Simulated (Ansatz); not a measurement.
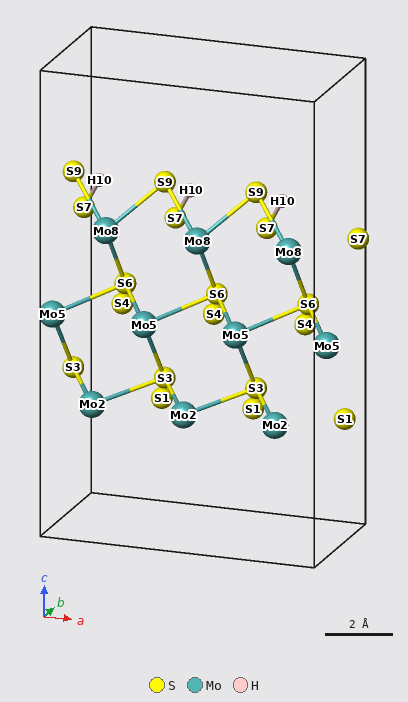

**Figure 1.** The starting structure (ball-and-stick view of the 3 × 1 repeat of the cell, with the vacuum cut short, seen slightly off an axis; atoms are numbered from 1 in the order of the input). An atom can appear more than once, as a periodic image.

# Geometry relaxation, with input and output: Mo3HS6 (part 1 of 2)

Mo3HS6 (slab, 10 atoms in the cell), computed with DFT PBEsol, scalar-relativistic, plane waves, PAW, no spin polarisation (Ansatz 0.2.0).

The structure derives from an entry of the Crystallography Open Database. The input holds or restrains some coordinates. Forces given for the steps count only the free coordinates. It belongs to a series of runs on one base structure; here: H over the place (0/6, 3/6) of the surface cell, its height relaxed. Figures and captions count atoms from 1; the log counts them from 0 in places.

Output
```
Engine: ansatz 0.2.0, x86_64-unknown-linux-gnu
Pseudopotentials: kind: paw
Pseudopotential: S, paw, valence charge 6, recommended cutoff 420 eV (normal), S.paw.azcp
Pseudopotential: Mo, paw, valence charge 14, recommended cutoff 420 eV (normal), Mo.paw.azcp
Pseudopotential: H, paw, valence charge 1, recommended cutoff 420 eV (normal), H.paw.azcp
Functional definition: PBEsol
  exchange = pbesol_x
  correlation = pbesol_c
Crystal: 10 atoms, lattice volume = 492.610 Å³
Basis set: ecut = 420 eV, 9633 PW (Γ), exchange–correlation on 48×90×360 points (8 copies of the dense FFT grid, shifted against one another)
Bands: 50, of which v1, the nominal top of the filled ones, is band 40 counted from 1 (39 counted from 0)
Symmetry: 1 space group operations
Space group: P1 (ITA 1), of the structure as read, at distance tolerance 7.9e-5 Å
k-points: 26 of 50 (time reversal used)
Non-local potential: S, projectors of the file, l = 0: 2, l = 1: 2, l = 2: 2
Non-local potential: Mo, projectors of the file, l = 0: 3, l = 1: 2, l = 2: 2, l = 3: 1
Non-local potential: H, projectors of the file, l = 0: 2, l = 1: 1
PAW form: soft (Blöchl's): semilocal exchange-correlation on the pseudo side does not see the compensation charge
PAW frozen core: S, regenerated for the run's functional, and the local potential with it (the file was generated under x = pbe(κ = 0.804, μ = 0.2195149727645171), c = pbe(β = 0.06672455060314922))
PAW frozen core: Mo, regenerated for the run's functional, and the local potential with it (the file was generated under x = pbe(κ = 0.804, μ = 0.2195149727645171), c = pbe(β = 0.06672455060314922))
PAW one-centre angular grid: S, 110 points (default); XC on 64 Gauss nodes
PAW one-centre angular grid: Mo, 590 points (default); XC on 64 Gauss nodes
PAW one-centre angular grid: H, 110 points (default); XC on 64 Gauss nodes
Initial density: superposition of atomic densities (neutral atoms: chi_scale 0, normalization atom), corrected by the library's trained network
Initial wavefunctions: pseudopotential atomic-orbital guess
Functional: x = pbesol(κ = 0.804, μ = 0.12345679012345678), c = pbesol(β = 0.046)
SCF iter   1: F=—  HF=-20020.888383 eV  |F-HF|=—  |Δ(HF+E_count)|=         —  Δρ=8.16e-3  dr2=1.77e0  ethr=1.77e-3  p=-0.015 e·Å  D=-5.56e-3 V/Å  ΔV_dip=0.14 eV  dr2_dipole=4.50e-1  V_vac-E_F(+/−)=4.81/4.66 eV  ⟨swp⟩=9.0  Hψ=6270  notcnv=0
efield: sawtooth ramp at fractional position 0.9542 (placed from the atoms, in the widest stretch of the axis that holds none; the zero of the levels goes with the place), width 0.0400; the density the first Hamiltonian is built on has a dipole p = -0.015 e·Å; the dipole correction subtracts the counter field D = -5.56e-3 V/Å, which shifts the + side's vacuum level by +0.14 eV against the − side's; the planar-averaged density in the ramp window peaks in size at 7.9e-7 e/Å³
preconditioner: auto → LDOS  [insulator: Δε(μ)=0.206 eV  Ē_g=7.548 eV  σ=0.100 eV  W_gap=0.86  n_scr=46 (ndim 8)  ℏωp=12.4 eV  f_vac=0.613  D(μ)=0.69/eV (n_scr^D=4)  ε∞_Penn≈3.7  β→1.0]
SCF iter   2: F=—  HF=-20021.036878 eV  |F-HF|=—  |Δ(HF+E_count)|=   1.48e-1  Δρ=1.23e-2  dr2=7.39e0  ethr=1.77e-3  p=-0.088 e·Å  D=-3.23e-2 V/Å  ΔV_dip=0.83 eV  dr2_dipole=2.19e0  V_vac-E_F(+/−)=5.81/4.98 eV  ⟨swp⟩=3.8  Hψ=2296  notcnv=0  defer=69  recentre
SCF iter   3: F=—  HF=-20020.809658 eV  |F-HF|=—  |Δ(HF+E_count)|=   2.27e-1  Δρ=3.89e-3  dr2=4.57e-1  ethr=1.77e-3  p=-0.024 e·Å  D=-8.72e-3 V/Å  ΔV_dip=0.22 eV  dr2_dipole=1.22e-1  V_vac-E_F(+/−)=5.04/4.82 eV  ⟨swp⟩=2.8  Hψ=1935  notcnv=0  defer=68
SCF iter   4: F=—  HF=-20020.799545 eV  |F-HF|=—  |Δ(HF+E_count)|=   1.01e-2  Δρ=1.74e-3  dr2=7.35e-2  ethr=5.79e-4  p=-0.030 e·Å  D=-1.11e-2 V/Å  ΔV_dip=0.28 eV  dr2_dipole=2.43e-3  V_vac-E_F(+/−)=5.16/4.88 eV  ⟨swp⟩=1.0  Hψ=1486  notcnv=0  defer=63
SCF iter   5: F=—  HF=-20020.790804 eV  |F-HF|=—  |Δ(HF+E_count)|=   8.74e-3  Δρ=2.94e-4  dr2=1.14e-3  ethr=9.31e-5  p=-0.034 e·Å  D=-1.25e-2 V/Å  ΔV_dip=0.32 eV  dr2_dipole=3.06e-4  V_vac-E_F(+/−)=5.25/4.93 eV  ⟨swp⟩=2.0  Hψ=1525  notcnv=0  defer=65
SCF iter   6: F=—  HF=-20020.790498 eV  |F-HF|=—  |Δ(HF+E_count)|=   3.07e-4  Δρ=1.48e-4  dr2=3.72e-4  ethr=1.44e-6  p=-0.031 e·Å  D=-1.15e-2 V/Å  ΔV_dip=0.29 eV  dr2_dipole=3.75e-5  V_vac-E_F(+/−)=5.23/4.94 eV  ⟨swp⟩=3.2  Hψ=2457  notcnv=0  defer=65
SCF iter   7: F=—  HF=-20020.790504 eV  |F-HF|=—  |Δ(HF+E_count)|=   6.65e-6  Δρ=4.34e-5  dr2=1.63e-5  ethr=4.70e-7  p=-0.031 e·Å  D=-1.15e-2 V/Å  ΔV_dip=0.30 eV  dr2_dipole=1.37e-6  V_vac-E_F(+/−)=5.24/4.94 eV  ⟨swp⟩=2.0  Hψ=1544  notcnv=0  defer=65
SCF iter   8: F=-20020.790510 eV  HF=-20020.790509 eV  |F-HF|=7.14e-7  |Δ(HF+E_count)|=   4.63e-6  Δρ=1.75e-5  dr2=1.75e-6  ethr=1.27e-8  p=-0.031 e·Å  D=-1.14e-2 V/Å  ΔV_dip=0.29 eV  dr2_dipole=2.92e-8  V_vac-E_F(+/−)=5.24/4.94 eV  ⟨swp⟩=20.4  Hψ=12956  notcnv=0
SCF 1 converged in 8 iterations: F = -20020.790510 eV  dr2 = 1.75e-6
  greatest PAW one-centre occupation: 0.999 electrons in one spin orbital (limit 2), on the Mo atom at site 7 (counted from 0), in its partial waves of l = 0
relax step   1: F+E_penalty+E_count = -20020.79050952 eV  Δ(F+E_penalty+E_count) = +0.000e0 eV  max|allowed force component| = 5.834e-1 eV/Å  Δτ_max = 0.0000 Å  (8 SCF iters, dr2 threshold 1.00e-5 eV, accepted)
Initial density: handed on by an earlier stage of this run
Initial wavefunctions: those handed on with the density
iter 1 solved again at ethr=1.46e-6 eV; its pass at ethr=3.10e-3 eV (dr2=1.15e-3 eV) is discarded
SCF iter   1: F=—  HF=-20020.802721 eV  |F-HF|=—  |Δ(HF+E_count)|=         —  Δρ=6.59e-4  dr2=1.20e-3  ethr=1.46e-6  p=-0.031 e·Å  D=-1.14e-2 V/Å  ΔV_dip=0.29 eV  dr2_dipole=2.59e-5  V_vac-E_F(+/−)=5.24/4.95 eV  ⟨swp⟩=3.0  Hψ=4065  notcnv=0  defer=44
efield: sawtooth ramp at fractional position 0.9542 (handed on by an earlier solve), width 0.0400; the density the first Hamiltonian is built on has a dipole p = -0.031 e·Å; the dipole correction subtracts the counter field D = -1.14e-2 V/Å, which shifts the + side's vacuum level by +0.29 eV against the − side's; the planar-averaged density in the ramp window peaks in size at 2.8e-7 e/Å³
preconditioner: auto → LDOS  [metal: Δε(μ)=0.080 eV  Ē_g=7.537 eV  σ=0.100 eV  W_gap=0.40  n_scr=46 (ndim 8)  ℏωp=12.4 eV  f_vac=0.613  D(μ)=1.94/eV (n_scr^D=6)  β→1.0]
SCF iter   2: F=—  HF=-20020.802500 eV  |F-HF|=—  |Δ(HF+E_count)|=   2.22e-4  Δρ=2.20e-4  dr2=4.39e-4  ethr=1.46e-6  p=-0.033 e·Å  D=-1.20e-2 V/Å  ΔV_dip=0.31 eV  dr2_dipole=4.70e-5  V_vac-E_F(+/−)=5.25/4.94 eV  ⟨swp⟩=2.0  Hψ=1939  notcnv=0  defer=44
SCF iter   3: F=—  HF=-20020.802400 eV  |F-HF|=—  |Δ(HF+E_count)|=   9.95e-5  Δρ=8.67e-5  dr2=1.36e-4  ethr=5.56e-7  p=-0.031 e·Å  D=-1.13e-2 V/Å  ΔV_dip=0.29 eV  dr2_dipole=2.89e-5  V_vac-E_F(+/−)=5.24/4.95 eV  ⟨swp⟩=2.0  Hψ=1944  notcnv=0  defer=44
SCF iter   4: F=-20020.802369 eV  HF=-20020.802383 eV  |F-HF|=1.36e-5  |Δ(HF+E_count)|=   1.75e-5  Δρ=3.32e-5  dr2=1.49e-5  ethr=2.69e-8  p=-0.031 e·Å  D=-1.16e-2 V/Å  ΔV_dip=0.30 eV  dr2_dipole=5.60e-7  V_vac-E_F(+/−)=5.24/4.95 eV  ⟨swp⟩=18.9  Hψ=13601  notcnv=0
SCF 2 converged in 4 iterations: F = -20020.802369 eV  dr2 = 1.49e-5
relax step   2: F+E_penalty+E_count = -20020.80236898 eV  Δ(F+E_penalty+E_count) = -1.186e-2 eV  max|allowed force component| = 3.063e-1 eV/Å  Δτ_max = 0.0268 Å  (4 SCF iters, dr2 threshold 2.13e-5 eV, accepted)
SCF iter   1: F=—  HF=-20020.807688 eV  |F-HF|=—  |Δ(HF+E_count)|=         —  Δρ=7.28e-4  dr2=1.52e-3  ethr=1.95e-5  p=-0.031 e·Å  D=-1.16e-2 V/Å  ΔV_dip=0.30 eV  dr2_dipole=2.68e-5  V_vac-E_F(+/−)=5.24/4.95 eV  ⟨swp⟩=3.0  Hψ=2743  notcnv=0  defer=43
efield: sawtooth ramp at fractional position 0.9542 (handed on by an earlier solve), width 0.0400; the density the first Hamiltonian is built on has a dipole p = -0.031 e·Å; the dipole correction subtracts the counter field D = -1.16e-2 V/Å, which shifts the + side's vacuum level by +0.30 eV against the − side's; the planar-averaged density in the ramp window peaks in size at 2.4e-7 e/Å³
preconditioner: auto → LDOS  [metal: Δε(μ)=0.092 eV  Ē_g=7.526 eV  σ=0.100 eV  W_gap=0.45  n_scr=46 (ndim 8)  ℏωp=12.4 eV  f_vac=0.613  D(μ)=1.89/eV (n_scr^D=6)  β→1.0]
SCF iter   2: F=—  HF=-20020.807423 eV  |F-HF|=—  |Δ(HF+E_count)|=   2.65e-4  Δρ=2.63e-4  dr2=6.31e-4  ethr=1.93e-6  p=-0.033 e·Å  D=-1.21e-2 V/Å  ΔV_dip=0.31 eV  dr2_dipole=4.42e-5  V_vac-E_F(+/−)=5.25/4.95 eV  ⟨swp⟩=2.9  Hψ=2305  notcnv=0  defer=45
SCF iter   3: F=—  HF=-20020.807274 eV  |F-HF|=—  |Δ(HF+E_count)|=   1.49e-4  Δρ=9.63e-5  dr2=1.62e-4  ethr=7.99e-7  p=-0.031 e·Å  D=-1.15e-2 V/Å  ΔV_dip=0.30 eV  dr2_dipole=2.10e-5  V_vac-E_F(+/−)=5.24/4.95 eV  ⟨swp⟩=2.0  Hψ=1945  notcnv=0  defer=45
SCF iter   4: F=—  HF=-20020.807256 eV  |F-HF|=—  |Δ(HF+E_count)|=   1.81e-5  Δρ=2.77e-5  dr2=8.20e-6  ethr=2.05e-7  p=-0.032 e·Å  D=-1.16e-2 V/Å  ΔV_dip=0.30 eV  dr2_dipole=4.52e-7  V_vac-E_F(+/−)=5.25/4.95 eV  ⟨swp⟩=2.0  Hψ=1903  notcnv=0  defer=45
SCF iter   5: F=-20020.807255 eV  HF=-20020.807255 eV  |F-HF|=2.80e-7  |Δ(HF+E_count)|=   1.51e-6  Δρ=8.00e-6  dr2=5.04e-7  ethr=7.42e-9  p=-0.032 e·Å  D=-1.17e-2 V/Å  ΔV_dip=0.30 eV  dr2_dipole=1.93e-10  V_vac-E_F(+/−)=5.25/4.95 eV  ⟨swp⟩=19.4  Hψ=12497  notcnv=0
SCF 3 converged in 5 iterations: F = -20020.807255 eV  dr2 = 5.04e-7
relax step   3: F+E_penalty+E_count = -20020.80725457 eV  Δ(F+E_penalty+E_count) = -4.886e-3 eV  max|allowed force component| = 2.032e-2 eV/Å  Δτ_max = 0.0304 Å  (5 SCF iters, dr2 threshold 5.86e-6 eV, accepted)
SCF iter   1: F=—  HF=-20020.807362 eV  |F-HF|=—  |Δ(HF+E_count)|=         —  Δρ=5.52e-5  dr2=8.95e-6  ethr=1.03e-7  p=-0.032 e·Å  D=-1.17e-2 V/Å  ΔV_dip=0.30 eV  dr2_dipole=1.82e-7  V_vac-E_F(+/−)=5.25/4.95 eV  ⟨swp⟩=3.0  Hψ=2588  notcnv=0
efield: sawtooth ramp at fractional position 0.9542 (handed on by an earlier solve), width 0.0400; the density the first Hamiltonian is built on has a dipole p = -0.032 e·Å; the dipole correction subtracts the counter field D = -1.17e-2 V/Å, which shifts the + side's vacuum level by +0.30 eV against the − side's; the planar-averaged density in the ramp window peaks in size at 3.3e-7 e/Å³
preconditioner: auto → LDOS  [metal: Δε(μ)=0.090 eV  Ē_g=7.526 eV  σ=0.100 eV  W_gap=0.44  n_scr=46 (ndim 8)  ℏωp=12.4 eV  f_vac=0.613  D(μ)=1.90/eV (n_scr^D=6)  β→1.0]
SCF iter   2: F=—  HF=-20020.807279 eV  |F-HF|=—  |Δ(HF+E_count)|=   8.33e-5  Δρ=2.14e-5  dr2=4.48e-6  ethr=1.13e-8  p=-0.032 e·Å  D=-1.17e-2 V/Å  ΔV_dip=0.30 eV  dr2_dipole=3.23e-7  V_vac-E_F(+/−)=5.25/4.95 eV  ⟨swp⟩=2.9  Hψ=2270  notcnv=0
SCF iter   3: F=—  HF=-20020.807278 eV  |F-HF|=—  |Δ(HF+E_count)|=   7.66e-7  Δρ=1.15e-5  dr2=2.26e-6  ethr=5.67e-9  p=-0.032 e·Å  D=-1.17e-2 V/Å  ΔV_dip=0.30 eV  dr2_dipole=1.42e-7  V_vac-E_F(+/−)=5.25/4.95 eV  ⟨swp⟩=2.0  Hψ=1946  notcnv=0
SCF iter   4: F=-20020.807278 eV  HF=-20020.807278 eV  |F-HF|=4.73e-8  |Δ(HF+E_count)|=   1.96e-7  Δρ=2.81e-6  dr2=6.50e-8  ethr=1.27e-10  p=-0.032 e·Å  D=-1.17e-2 V/Å  ΔV_dip=0.30 eV  dr2_dipole=4.64e-9  V_vac-E_F(+/−)=5.25/4.95 eV  ⟨swp⟩=13.4  Hψ=11019  notcnv=0
SCF 4 converged in 4 iterations: F = -20020.807278 eV  dr2 = 6.50e-8
relax step   4: F+E_penalty+E_count = -20020.80727811 eV  Δ(F+E_penalty+E_count) = -2.354e-5 eV  max|allowed force component| = 6.922e-4 eV/Å  Δτ_max = 0.0022 Å  (4 SCF iters, accepted)
```

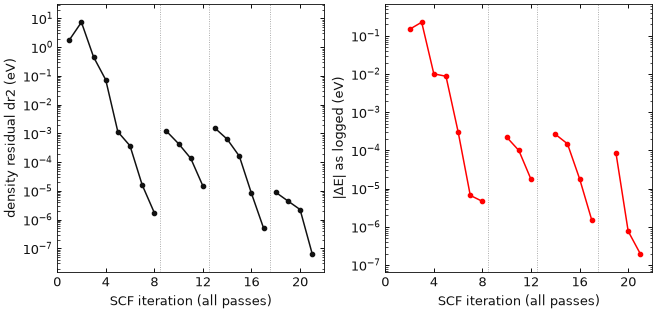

**Figure 2.** Convergence of the self-consistent field: density residual dr2 and size of the energy change against the SCF iteration. The dotted lines part the SCF passes of the relaxation: geometry steps, rejected trials and re-solves on a re-selected basis. The passes take 8, 4, 5 and 4 iterations.

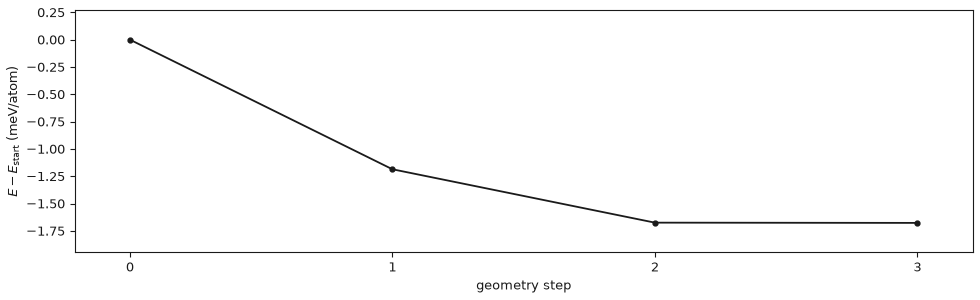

**Figure 3.** Progress of the restrained relaxation, step by step (the first geometry is step 0 here and step 1 in the log).

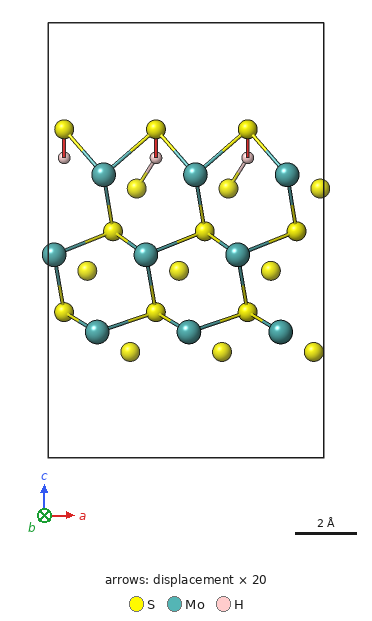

**Figure 4.** The starting structure with the displacements as red arrows, magnified 20 times (ball-and-stick view of the 3 × 1 repeat of the cell, with the vacuum cut short, along the b axis). H10 moves most: 0.059 Å. S and Mo stay in place. The cell doesn't change. Among the contacts that change: S7–H10 1.369 → 1.413 Å. After 3 geometry steps the energy has fallen by 1.7 meV per atom. The largest force component goes from 0.58 to 0.00069 eV/Å. (Atoms are counted from 1 in the order of the input.)
